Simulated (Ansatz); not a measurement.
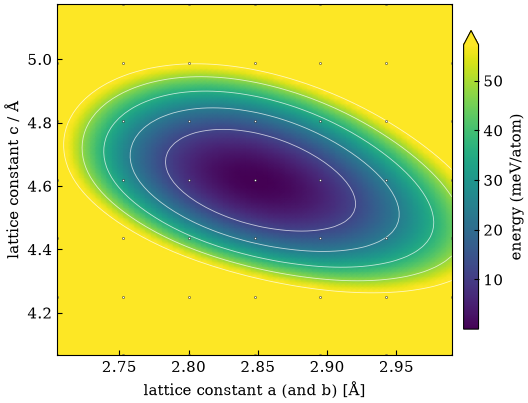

TiAl (P-6m2, No. 187; 2 atoms in the cell). 
- The energy is mapped over the lattice constants a and c of the conventional cell.
- Coordinates scanned: (1) lattice constant a (and b); (2) lattice constant c.
- Nothing is relaxed (symmetry fixes all fractional coordinates).
- The scan uses a 7 × 7 grid.
- Energies: meV/atom, counted from the lowest grid point.
- Theory: DFT PBEsol, scalar-relativistic, plane waves, PAW in Ansatz. Settings: cutoff 520 eV, k-mesh 18×18×10 in the order of the run's cell vectors, gaussian smearing 0.15 eV, no spin polarisation.

In the figure: a smooth colour map with a few white contour lines, dots at the grid points, one colour for all values above the top of the scale. Between grid points the surface is interpolated.

Question: Estimate the position of the minimum and the force constants in these coordinates.

Answer: The interpolated minimum is at lattice constant a (and b) ≈ 2.848 Å, lattice constant c ≈ 4.619 Å. The curvatures there are about 12 eV/Å² and 2.3 eV/Å², with a cross term of about 2.2 eV/Å² (per cell of 2 atoms). Round the minimum the valley is somewhat tilted: raising lattice constant a (and b) shifts the best value of lattice constant c downwards (coupling k₁₂/√(k₁₁k₂₂) about 0.4).

PAW datasets: the set soft_1.
